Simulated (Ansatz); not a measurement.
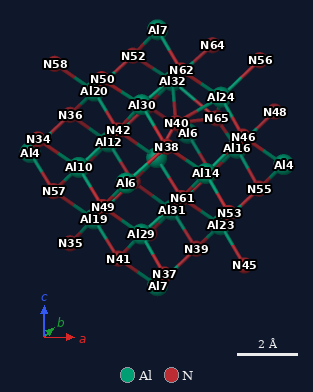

Starting structure of a defect cell of composition Al₃₂N₃₃ (cell charge −3). Style: ball-and-stick. Shown: the atoms within 5.0 Å of the atom that moves most (axes of the cell of the calculation (origin shifted)), slightly off an axis.

The atoms of the start lie slightly off their symmetric places, so part of the fall in energy undoes that.

Method: Ansatz, DFT, PBEsol, PAW, plane waves.

Set-up: plane-wave cutoff 420 eV; k-point mesh 1 × 1 × 1; mesh shifted by (0.25, 0.25, 0.25); no spin polarisation; atoms relaxed in a fixed cell; force threshold 0.03 eV/Å; at most 80 steps.

```
CELL_PARAMETERS angstrom
8.75544 0.00000 0.00000
0.00000 8.75544 0.00000
0.00000 0.00000 8.75544
ATOMIC_POSITIONS crystal
Al 0.00260 0.00072 0.99823
Al 0.99830 0.00208 0.50062
Al 0.99871 0.50024 0.00084
Al 0.99926 0.49892 0.49735
Al 0.49927 0.99757 0.00066
Al 0.49904 0.00073 0.49876
Al 0.50067 0.50387 0.99985
Al 0.49772 0.50124 0.50084
Al 0.25067 0.24444 0.00238
Al 0.25218 0.24816 0.50003
Al 0.24794 0.74465 0.00066
Al 0.24845 0.74759 0.50184
Al 0.74936 0.24875 0.00099
Al 0.75247 0.25237 0.49928
Al 0.75100 0.74844 0.99958
Al 0.75332 0.75276 0.50042
Al 0.24612 0.00251 0.25317
Al 0.24300 0.00091 0.75306
Al 0.25102 0.49971 0.24953
Al 0.25253 0.49957 0.74916
Al 0.75678 0.00081 0.24925
Al 0.74969 0.99916 0.75021
Al 0.75037 0.50182 0.25024
Al 0.75145 0.50357 0.74848
Al 0.99706 0.25029 0.24794
Al 0.00040 0.25383 0.74788
Al 0.99846 0.74868 0.24825
Al 0.00051 0.75092 0.75222
Al 0.49805 0.25205 0.25014
Al 0.49902 0.25110 0.75620
Al 0.49869 0.74995 0.24776
Al 0.50080 0.74781 0.75236
N 0.12581 0.13076 0.12308
N 0.12153 0.12250 0.62743
N 0.12639 0.62684 0.12399
N 0.12589 0.62821 0.62574
N 0.61922 0.12604 0.12260
N 0.62783 0.12328 0.62285
N 0.62459 0.62155 0.12740
N 0.55890 0.56313 0.62626
N 0.37633 0.37947 0.12408
N 0.37544 0.37560 0.62564
N 0.37914 0.87289 0.12666
N 0.37171 0.87409 0.62405
N 0.87411 0.37747 0.12135
N 0.86919 0.37448 0.62504
N 0.87052 0.87431 0.12862
N 0.87188 0.87725 0.62552
N 0.37618 0.12377 0.37579
N 0.37245 0.12464 0.87443
N 0.37299 0.62854 0.37646
N 0.37530 0.62215 0.86986
N 0.87297 0.12524 0.37512
N 0.87354 0.12500 0.86669
N 0.87193 0.62616 0.37286
N 0.87428 0.62405 0.87503
N 0.12345 0.36985 0.37762
N 0.12647 0.37498 0.87428
N 0.12297 0.87084 0.37550
N 0.12965 0.87467 0.87442
N 0.62774 0.37316 0.37420
N 0.62652 0.37147 0.87259
N 0.62223 0.87562 0.37320
N 0.62643 0.87838 0.87274
N 0.68750 0.69200 0.62628
```

> Where does the relaxation end?

Al8 moves most: 0.33 Å roughly along [−1 −1 −1]. Largest moves by element: Al 0.33 Å, N 0.17 Å. The cell doesn't change. Near-neighbour distances that change, for instance: Al8–N40 1.337 → 1.785 Å, Al16–N65 1.353 → 1.775 Å, Al24–N40 2.064 → 1.919 Å, N40–N65 1.594 → 1.483 Å. Bond angles that change, for instance: N55–Al16–N65 119.1° → 108.9°, Al8–N42–Al10 109.2° → 99.1°, Al8–N51–Al19 107.9° → 98.9°. Over 8 geometry steps the energy falls by 11.201 eV per cell of the calculation. Largest force component: 26 eV/Å at the start, 0.0056 eV/Å at the end.

After the run, drawn alike:

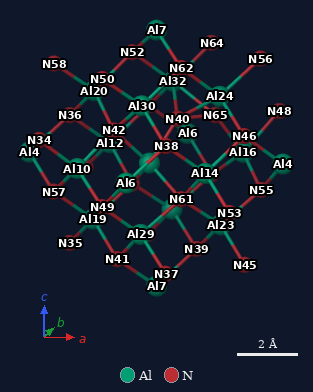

Limits of the set-up: the cell is charged, on a uniform background, and energies carry no finite-size correction.
